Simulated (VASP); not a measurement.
**Dielectric function of BaTe**

Wanted: where BaTe absorbs light, and how strongly it screens. The cell is of the rock-salt type, one of the forms listed for this formula. The start is a cell from a database of measured crystal structures.

Method: PBE; plane waves and PAW (Ba_sv, Te), in the first sound run; inputs show where later runs differ, in VASP 6.6.1.

The database entry behind the starting cell differs from later determinations by our own check (about 2.5 % short), so it need not match the best structure at ambient conditions.

## 1. Set-up

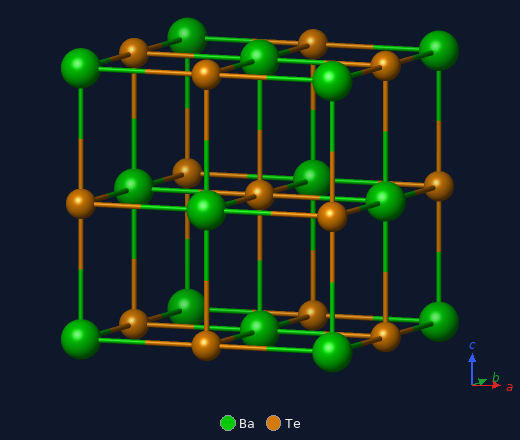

Start, viewed slightly off an axis; barium green, tellurium orange. This picture shows the conventional cell, with its axes. Some periodic images of atoms are drawn too.

Structure file:

```xyz
2
Lattice="0.0000 3.4100 3.4100 3.4100 0.0000 3.4100 3.4100 3.4100 0.0000" Properties=species:S:1:pos:R:3 pbc="T T T"
Ba    0.0000    0.0000    0.0000
Te    3.4100    3.4100    3.4100
```

## 2. Ground state

The ground state comes first.

Input file INCAR:

```
SYSTEM = BaTe
PREC = Accurate
ENCUT = 400
EDIFF = 1E-07
NELM = 100
ISMEAR = 0
SIGMA = 0.05
LREAL = .FALSE.
ALGO = Normal
GGA = PE
NBANDS = 14
LORBIT = 11
LWAVE = .FALSE.
LCHARG = .FALSE.
KPAR = 4
```

Input file POSCAR:

```
BaTe
1.0
    0.0000000000      3.4100000000      3.4100000000
    3.4100000000      0.0000000000      3.4100000000
    3.4100000000      3.4100000000      0.0000000000
Ba Te
1 1
Direct
    0.0000000000      0.0000000000      0.0000000000
    0.5000000000      0.5000000000      0.5000000000
```

Input file KPOINTS:

```
Automatic mesh
0
Gamma
6 6 6
0 0 0
```

PAW data sets: Ba_sv and Te (PBE family, release 64).

Launch:

```
mpirun -np 4 vasp_std
```

Log:

```text
[banner, memory and clock lines left out]
running    4 mpi-ranks, on    1 nodes
 distrk:  each k-point on    1 cores,    4 groups
 distr:  one band on    1 cores,    1 groups

 POSCAR found type information on POSCAR BaTe
 POSCAR found :  2 types and       2 ions
 LDA part: xc-table for (Slater+PW92), standard interpolation
 POSCAR, INCAR and KPOINTS ok, starting setup
 FFT: planning ... GRIDC
 FFT: planning ... GRID_SOFT
 FFT: planning ... GRID
 WAVECAR not read
 entering main loop
       N       E                     dE             d eps       ncg     rms          rms(c)
DAV:   1     0.733387321504E+02    0.73339E+02   -0.54647E+03   448   0.778E+02
DAV:   2    -0.409154994246E+01   -0.77430E+02   -0.70977E+02   580   0.149E+02
DAV:   3    -0.848182126617E+01   -0.43903E+01   -0.43498E+01   590   0.387E+01
DAV:   4    -0.859608876093E+01   -0.11427E+00   -0.11423E+00   570   0.659E+00
DAV:   5    -0.860005656647E+01   -0.39678E-02   -0.39677E-02   624   0.969E-01    0.419E+00
DAV:   6    -0.850578384177E+01    0.94273E-01   -0.12401E-01   520   0.178E+00    0.277E+00
DAV:   7    -0.850701946129E+01   -0.12356E-02   -0.10683E-01   556   0.185E+00    0.788E-01
DAV:   8    -0.851095192971E+01   -0.39325E-02   -0.12815E-02   472   0.706E-01    0.196E-01
DAV:   9    -0.851137682550E+01   -0.42490E-03   -0.64339E-04   538   0.171E-01    0.467E-02
DAV:  10    -0.851152972821E+01   -0.15290E-03   -0.15339E-04   466   0.806E-02    0.171E-02
DAV:  11    -0.851155598045E+01   -0.26252E-04   -0.52217E-05   478   0.405E-02    0.184E-02
DAV:  12    -0.851155316397E+01    0.28165E-05   -0.72163E-06   568   0.164E-02    0.629E-03
DAV:  13    -0.851155365213E+01   -0.48816E-06   -0.34886E-07   514   0.394E-03    0.165E-03
DAV:  14    -0.851155372169E+01   -0.69567E-07   -0.22424E-08   290   0.984E-04
   1 F= -.85115537E+01 E0= -.85115537E+01  d E =-.108422E-15
```

It took 2.8 s on 4 MPI ranks of Intel Xeon 6975P-C (Granite Rapids), shared host; peak memory 0.66 GiB; 8.5 s of CPU time.

Lines that name or quote the potential files are left out of all logs, and their timing lines are given in words.

OUTCAR, selected parts (step 2):

```text
ion  position               nearest neighbor table
   1  0.000  0.000  0.000-   2 3.41   2 3.41   2 3.41   2 3.41   2 3.41   2 3.41
   2  0.500  0.500  0.500-   1 3.41   1 3.41   1 3.41   1 3.41   1 3.41   1 3.41

  LATTYP: Found a face centered cubic cell.
 ALAT       =     6.8200000000

 Subroutine GETGRP returns: Found 48 space group operations
 (whereof 48 operations were pure point group operations)

The static configuration has the point symmetry O_h .

 Found     16 irreducible k-points:

   k-points           NKPTS =     16   k-points in BZ     NKDIM =     16   number of bands    NBANDS=     14

   dimension x,y,z NGX =    32 NGY =   32 NGZ =   32
   dimension x,y,z NGXF=    64 NGYF=   64 NGZF=   64

   ENCUT  =  400.0 eV  29.40 Ry    5.42 a.u.   7.86  7.86  7.86*2*pi/ulx,y,z

   NELECT =      16.0000    total number of electrons

 k-points in reciprocal lattice and weights: Automatic mesh
   0.00000000  0.00000000  0.00000000       0.005
   0.16666667  0.00000000  0.00000000       0.037
   0.33333333  0.00000000  0.00000000       0.037
   0.50000000  0.00000000  0.00000000       0.019
   0.16666667  0.16666667  0.00000000       0.028
   0.33333333  0.16666667  0.00000000       0.111
   0.50000000  0.16666667  0.00000000       0.111
  -0.33333333  0.16666667  0.00000000       0.111
  -0.16666667  0.16666667  0.00000000       0.056
[...]
-0.33333333  0.33333333  0.16666667       0.111
  -0.33333333  0.50000000  0.16666667       0.056

 average (electrostatic) potential at core
       1 -36.1522       2 -89.8506

 E-fermi :   3.0654

 k-point     1 :       0.0000    0.0000    0.0000
  band No.  band energies     occupation
    ...
      4      -9.2058      2.00000
      5      -6.9303      2.00000
      6       2.7966      2.00000
      7       2.7966      2.00000
      8       2.7966      2.00000
      9       5.6583      0.00000
     10       5.6583      0.00000
     11       5.6583      0.00000
     12       6.0227      0.00000
     13       6.3630      0.00000
    ...

 k-point     2 :       0.1667    0.0000    0.0000
  band No.  band energies     occupation
    ...
      4      -9.2092      2.00000
      5      -6.6593      2.00000
      6       1.9191      2.00000
      7       2.3501      2.00000
      8       2.3501      2.00000
      9       5.7509      0.00000
     10       6.0269      0.00000
     11       6.0269      0.00000
     12       7.1389      0.00000
     13       7.2253      0.00000
    ...

 k-point     3 :       0.3333    0.0000    0.0000
  band No.  band energies     occupation
    ...
      4      -9.2159      2.00000
      5      -6.1748      2.00000
      6       0.7857      2.00000
      7       1.7356      2.00000
      8       1.7356      2.00000
      9       6.2259      0.00000
     10       6.9736      0.00000
     11       6.9736      0.00000
     12       8.4994      0.00000
     13       9.0577      0.00000
    ...

  Total        2.1000675      2.1000675      2.1000675      0.0000000      0.0000000      0.0000000
  in kB       42.4278179     42.4278179     42.4278179      0.0000000      0.0000000      0.0000000
  external PRESSURE =      42.4278179 kB  Pullay stress =       0.0000000 kB

  energy-cutoff  :      400.00
  volume of cell :       79.30
      direct lattice vectors                 reciprocal lattice vectors
     0.000000000  3.410000000  3.410000000    -0.146627566  0.146627566  0.146627566
     3.410000000  0.000000000  3.410000000     0.146627566 -0.146627566  0.146627566
     3.410000000  3.410000000  0.000000000     0.146627566  0.146627566 -0.146627566

 POSITION                                       TOTAL-FORCE (eV/Angst)
 -----------------------------------------------------------------------------------
      0.00000      0.00000      0.00000        -0.000000     -0.000000     -0.000000
      3.41000      3.41000      3.41000         0.000000      0.000000      0.000000
 -----------------------------------------------------------------------------------
    total drift:                                0.000000     -0.000000     -0.000000

  FREE ENERGIE OF THE ION-ELECTRON SYSTEM (eV)
  ---------------------------------------------------
  free  energy   TOTEN  =        -8.5115537217 eV

  energy  without entropy=       -8.5115537217  energy(sigma->0) =       -8.51155372

 total charge
# of ion       s       p       d       tot
------------------------------------------
    1        2.014   5.612   0.311   7.937
    2        1.343   2.158   0.005   3.506
--------------------------------------------------
tot          3.357   7.771   0.316  11.443

[... 3 further parts left out ...]
```

The gap is read on the k-mesh alone, so it is an upper bound where the band edges lie off the mesh. Harder data sets than Ba_sv exist (the GW ones), and pressures, volumes and forces can shift noticeably with them.

Numbers from this step:

```yaml
free_energy_toten: -8.512 eV
fermi_energy: 3.065 eV
pressure: 4.243 GPa
gap_on_the_k_mesh: 1.328 eV
least_direct_gap_on_the_k_mesh: 1.707 eV
```

The cell has a gap of 1.33 eV on this mesh and a pressure of +4.2 GPa, which holds the misfit of the given cell and coordinates with this functional, and any error of cutoff, mesh and data sets. Spin-orbit coupling is left out, which can shift or reorder these edges.

## 3. Spectrum

LOPTICS sums the direct transitions; the mesh is finer and NBANDS larger than for the ground state.

Edit INCAR of step 2 so:

```diff
@@ -10,4 +10,3 @@
 GGA = PE
-NBANDS = 14
-LORBIT = 11
+NBANDS = 44
 LWAVE = .FALSE.
@@ -15 +14,4 @@
 KPAR = 4
+LOPTICS = .TRUE.
+NEDOS = 2000
+CSHIFT = 0.2
```

POSCAR is that of step 2.

Input file KPOINTS:

```
Automatic mesh
0
Gamma
9 9 9
0 0 0
```

Launch:

```
mpirun -np 4 vasp_std
```

Log:

```text
[... set-up lines as in an earlier step ...]
 entering main loop
       N       E                     dE             d eps       ncg     rms          rms(c)
DAV:   1     0.647594735163E+02    0.64759E+02   -0.43748E+03  3080   0.248E+02
DAV:   2    -0.598310208567E+01   -0.70743E+02   -0.66364E+02  3900   0.764E+01
DAV:   3    -0.856222321178E+01   -0.25791E+01   -0.25440E+01  3804   0.124E+01
DAV:   4    -0.860010162900E+01   -0.37878E-01   -0.37857E-01  3812   0.154E+00
DAV:   5    -0.860057179033E+01   -0.47016E-03   -0.47014E-03  3748   0.173E-01    0.419E+00
DAV:   6    -0.850695414020E+01    0.93618E-01   -0.14094E-02  3744   0.562E-01    0.267E+00
DAV:   7    -0.850752955703E+01   -0.57542E-03   -0.36865E-02  3816   0.573E-01    0.740E-01
DAV:   8    -0.851199754927E+01   -0.44680E-02   -0.45436E-03  3520   0.214E-01    0.206E-01
DAV:   9    -0.851227378775E+01   -0.27624E-03   -0.27830E-04  3780   0.467E-02    0.766E-02
DAV:  10    -0.851236335787E+01   -0.89570E-04   -0.48856E-05  3608   0.177E-02    0.176E-02
DAV:  11    -0.851237051847E+01   -0.71606E-05   -0.44621E-06  3832   0.639E-03    0.126E-02
DAV:  12    -0.851237070922E+01   -0.19075E-06   -0.83147E-07  3636   0.250E-03    0.304E-03
DAV:  13    -0.851237067858E+01    0.30639E-07   -0.24662E-07  3624   0.134E-03
   1 F= -.85123707E+01 E0= -.85123707E+01  d E =-.515808E-11
 optical routines
 imaginary and real dielectric function
 recalculating local potential from charge density
 direction            1
 direction            2
 direction            3
```

Wall time 7.6 s (4 MPI ranks); peak memory 0.96 GiB; 28 s of CPU time.

From OUTCAR (step 3):

```text
The static configuration has the point symmetry O_h .

 Found     35 irreducible k-points:

   k-points           NKPTS =     35   k-points in BZ     NKDIM =     35   number of bands    NBANDS=     44

   NELECT =      16.0000    total number of electrons

 E-fermi :   3.0012

 k-point     1 :       0.0000    0.0000    0.0000
  band No.  band energies     occupation
    ...
      4      -9.2053      2.00000
      5      -6.9317      2.00000
      6       2.7955      2.00000
      7       2.7955      2.00000
      8       2.7955      2.00000
      9       5.6583      0.00000
     10       5.6583      0.00000
     11       5.6583      0.00000
     12       6.0220      0.00000
     13       6.3629      0.00000
    ...

 k-point     2 :       0.1111    0.0000    0.0000
  band No.  band energies     occupation
    ...
      4      -9.2069      2.00000
      5      -6.8010      2.00000
      6       2.3316      2.00000
      7       2.5672      2.00000
      8       2.5672      2.00000
      9       5.7047      0.00000
     10       5.8301      0.00000
     11       5.8301      0.00000
     12       6.5794      0.00000
     13       6.7709      0.00000
    ...

  Total        2.0957199      2.0957199      2.0957199      0.0000000     -0.0000000      0.0000000
  in kB       42.3399842     42.3399842     42.3399842      0.0000000     -0.0000000      0.0000000
  external PRESSURE =      42.3399842 kB  Pullay stress =       0.0000000 kB

 POSITION                                       TOTAL-FORCE (eV/Angst)
 -----------------------------------------------------------------------------------
      0.00000      0.00000      0.00000         0.000000      0.000000     -0.000000
      3.41000      3.41000      3.41000        -0.000000     -0.000000      0.000000
 -----------------------------------------------------------------------------------
    total drift:                                0.000000     -0.000000     -0.000000

  FREE ENERGIE OF THE ION-ELECTRON SYSTEM (eV)
  ---------------------------------------------------
  free  energy   TOTEN  =        -8.5123706786 eV

  energy  without entropy=       -8.5123706786  energy(sigma->0) =       -8.51237068

 plasma frequency squared (from intraband transitions) (eV^2)
  --------------------------------------------------------------------------------------
       0.000       0.000      -0.000
       0.000       0.000      -0.000
       0.000       0.000       0.000

[... 6 parts as in an earlier step ...]

[... 6 further parts left out ...]
```

These are independent-particle spectra without excitons or local fields, and fine structure depends on the mesh and on CSHIFT.

This step gave:

| Item | Value |
| --- | --- |
| Fermi energy | 3.001 eV |
| pressure | 4.234 GPa |
| gap on the k-mesh | 1.360 eV |
| least direct gap on the k-mesh | 1.742 eV |

The imaginary dielectric function, xx has structure finer than the step of the table below, so its rows give means over 2 eV, whole bins alone (the curve runs from 0 to 25.0 eV). Peaks (eV: height): 5.0: 8.76, 17.2: 2.42.

Absorption under the direct gap is the tail of the CSHIFT broadening, and fine structure depends on the mesh. The imaginary dielectric function, xx by photon energy; means over each step:

```
photon energy (eV)  imaginary dielectric function, xx
                 2                               2.29
                 4                               6.45
                 6                               7.18
                 8                               2.37
                10                               1.41
                12                              0.922
                14                              0.954
                16                               1.52
                18                               1.66
                20                              0.568
                22                              0.355
```

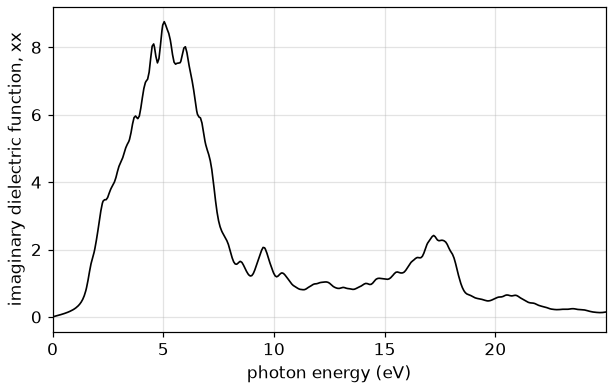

Imaginary dielectric function, xx, plotted against photon energy.

The real dielectric function, xx by photon energy:

| photon energy (eV) | real dielectric function, xx |
| --- | --- |
| 0 | 7.10 |
| 1 | 7.59 |
| 2 | 8.90 |
| 3 | 7.73 |
| 4 | 6.73 |
| 5 | 3.75 |
| 6 | 0.280 |
| 7 | -2.15 |
| 8 | -1.63 |
| 9 | -0.140 |
| 10 | -0.408 |
| 11 | 0.0470 |
| 12 | 0.535 |
| 13 | 0.631 |
| 14 | 0.945 |
| 15 | 0.983 |
| 16 | 1.18 |
| 17 | 0.829 |
| 18 | -0.680 |
| 19 | -0.380 |
| 20 | 0.0961 |
| 21 | -0.0174 |
| 22 | 0.0286 |
| 23 | 0.227 |
| 24 | 0.274 |

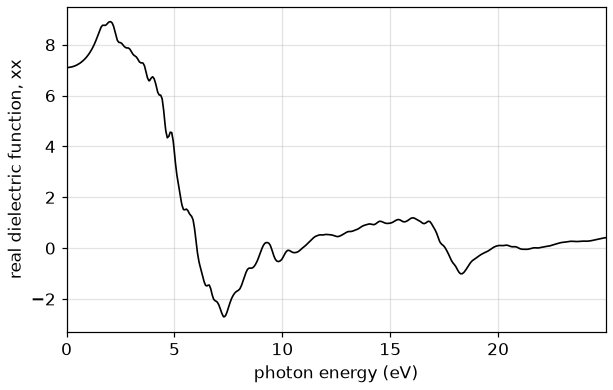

Real dielectric function, xx, plotted against photon energy.

(Continued in part 2 of 3.)

[Lines on the potential files, build, host, timing and source positions are cut from VASP's logs without a mark.]

[Logs are printed without paths, hosts, clocks, repeated set-up lines and the standing remarks that a program may print on its own settings, such as how far it seeks lower states.]

[Hosts, paths, dates, database ids (printed as entryN), source tags and the programs' standing remarks are cut or masked in the printed files.]
